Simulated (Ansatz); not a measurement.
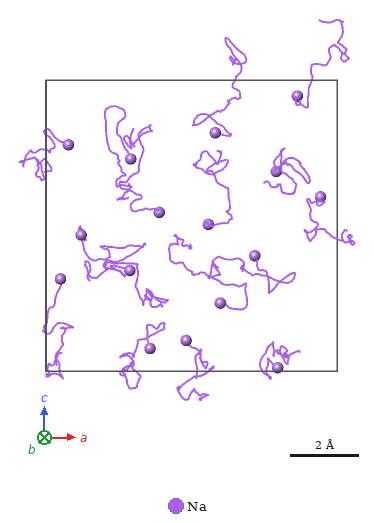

A Born-Oppenheimer molecular dynamics run of a 16-atom cell of Na, 1.20 ps long. It starts from the last geometry of an earlier run, with fresh velocities. Lines trace each atom's path, in the colour of its element; spheres stand at the starting positions. Seen along the b axis in the simulation cell.

Computed with Ansatz 0.2.0, DFT LDA, scalar-relativistic, plane waves, PAW. Run with plane-wave cutoff 420 eV; k-point mesh 1 × 1 × 1; Fermi-Dirac smearing 0.16 eV; low-accuracy preset; volume 1.05 times that of the relaxed crystal; Langevin thermostat (NVT); set temperature 1440 K, then to 300 K over 300 steps, then to 300 K over 100 steps; time step 3 fs; friction 0.02 per fs.

Input
```yaml
accuracy: low
crystal:
  lattice:
    - [8.598713, 0.0, 0.0]
    - [0.0, 8.598713, 0.0]
    - [0.0, 0.0, 8.598713]
  atoms:
    - { symbol: Na, position: [-0.13714931, 0.09273, -0.05482283] }
    - { symbol: Na, position: [0.48095547, 0.21797677, 0.10614335] }
    - { symbol: Na, position: [0.35703497, 0.61630136, 0.07844326] }
    - { symbol: Na, position: [-0.05751667, 0.032362, 0.59919554] }
    - { symbol: Na, position: [0.28781948, 0.17647387, 0.34616471] }
    - { symbol: Na, position: [0.79541424, 0.46361975, 0.01254622] }
    - { symbol: Na, position: [0.58116513, -0.15293314, 0.81925482] }
    - { symbol: Na, position: [0.71648092, 0.1839853, 0.39700642] }
    - { symbol: Na, position: [0.12065038, 0.42143415, 0.46829646] }
    - { symbol: Na, position: [0.04965713, 0.83855153, 0.31728045] }
    - { symbol: Na, position: [0.29080306, 0.14750268, 0.72915673] }
    - { symbol: Na, position: [0.55755797, 0.53744788, 0.50437479] }
    - { symbol: Na, position: [0.59838124, 0.88435118, 0.23434707] }
    - { symbol: Na, position: [0.79073321, 0.33627052, 0.68615604] }
    - { symbol: Na, position: [0.38885317, 0.90816539, 0.54563785] }
    - { symbol: Na, position: [1.07674935, 0.69355237, 0.77782232] }
basis:
  ecutwfc: 420.0
kpoints:
  mp_grid: { grid: [1, 1, 1] }
hamiltonian:
  xc: lda
scf:
  occupations: { method: fermi_dirac, width: 0.16 }
  lower_state_search: "off"
md:
  timestep: 3.0
  n_steps: 400
  ensemble: nvt_langevin
  temperature: 1440.0
  initial_velocities: maxwell_boltzmann
  seed: 648688
  friction: 0.02
  temperature_schedule:
    - { n_steps: 300, end_temperature: 300.0 }
    - { n_steps: 100, end_temperature: 300.0 }
```

Launched with:
```bash
ansatz run input.yaml --threads 1 --pin off --max-ram 3072MiB --backend cpu --events-out ev --progress --plain --runs-dir out
```

> How do the atoms move?

Root-mean-square distances from the starting positions over the second half, with the common drift of all atoms taken out: Na 1.83 Å. That is a large part of the typical shortest distance between atoms in the first frame, about 2.9 Å and still growing: the atoms leave their places as in a liquid. Under the programmed temperature the kinetic temperature goes from 1211 K (first eighth) to 325 K (last eighth), with a peak of 1899 K. The potential energy in the second half lies on average 50.7 meV per atom below the first frame. The first frame is far from relaxed (forces up to 0.8 eV/Å), so much of the motion is the structure settling.

Limits of the set-up: the k-point mesh is coarse for a cell with partly filled bands; the program's low-accuracy preset was used.

The run took about 12 core-minutes on a shared host.
